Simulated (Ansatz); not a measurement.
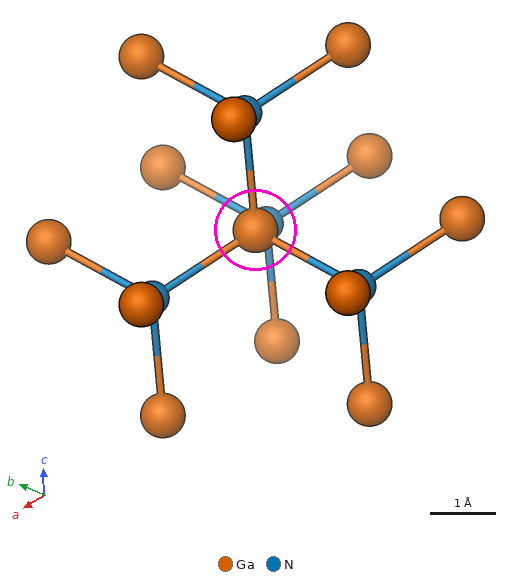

Perfect GaN. Style: ball-and-stick. Shown: the atoms within 3.3 Å of one point, from a free direction.

Level of theory: DFT PBE, scalar-relativistic, plane waves, PAW in Ansatz 0.2.0. (plane-wave cutoff 420 eV; k-point mesh 2 × 2 × 2; occupations gaussian; smearing width 0.01 eV; mesh shifted by (0.5, 0.5, 0.5); collinear spin) The cell is small and the k-mesh coarse, so the numbers are rough. A uniform background neutralises the charged cell. The axes drawn are those of the host's conventional cell.

A gallium atom is replaced by aluminium at the ringed place, in charge state +1. The supercell has 32 sites, and the atoms are relaxed at the host's cell.

**Predict the relaxed surroundings of the defect.**

In the host the Ga atom has 4 N at 1.97 Å; the Al atom ends with 4 N at 1.92 Å. Of the host's atoms, a nitrogen atom moves furthest from its site, by 0.05 Å.

The relaxed defect, seen from the same direction:

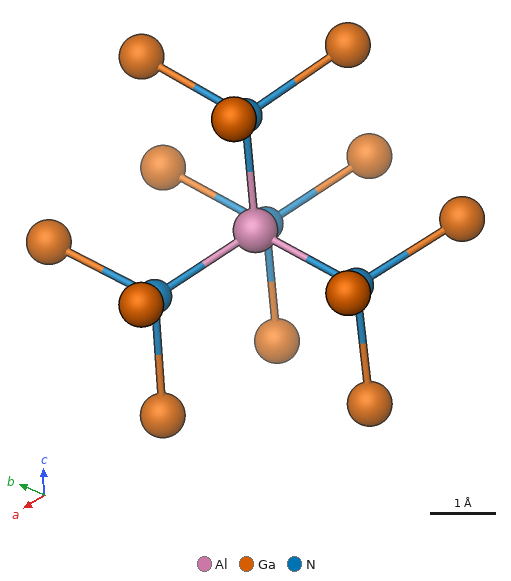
